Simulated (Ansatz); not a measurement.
Consider MgB$_{2}$.

```xyz
3
Lattice="3.3141 0.0000 0.0000 -1.6570 2.8701 0.0000 0.0000 0.0000 3.4675" Properties=species:S:1:pos:R:3 pbc="T T T"
Mg    0.0000    0.0000    3.4258
B     0.0000    1.9134    1.7546
B     1.6571    0.9567    1.7546
```

Space group P6mm; changed on purpose from its base cell (strained and moved within a subgroup); computed pressure about −20 GPa in this cell.

Computed with Ansatz, DFT PBEsol, scalar-relativistic, plane waves, PAW.

Q: Predict the valence pseudo-density and electron localisation function between the atoms.

A: B–B (1.91 Å): ρ is about 0.67 e/Å³ halfway; the ELF peaks at about 0.90 between the atoms.
Mg–B (2.54 Å): ρ is about 0.19 e/Å³ halfway; the ELF peaks at about 0.65 in the valence shell of B, 0.9 Å from its nucleus, and is about 0.40 at the midpoint.
Mg–B (2.62 Å): the density is about 0.17 e/Å³ at the midpoint, with its minimum of 0.14 e/Å³ about 1.0 Å from Mg; the ELF peaks at about 0.60 in the valence shell of B, 0.9 Å from its nucleus, and is about 0.40 at the midpoint.

Q: Does the calculation make it a metal, or give it a gap?

A: It is metallic or semimetallic at this level of theory: no gap opens.

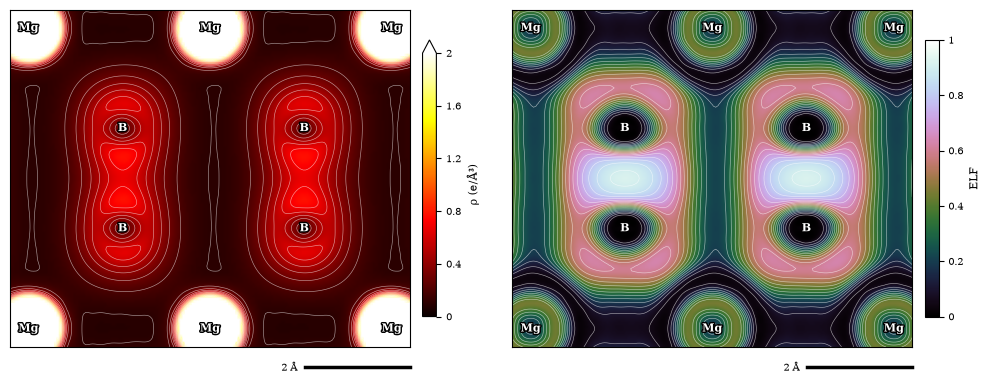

Computed valence pseudo-density and electron localisation function on the (110) plane of the conventional cell, in this order. 

Core electrons are frozen (PAW), and the valence fields are smoothed inside the atomic spheres.
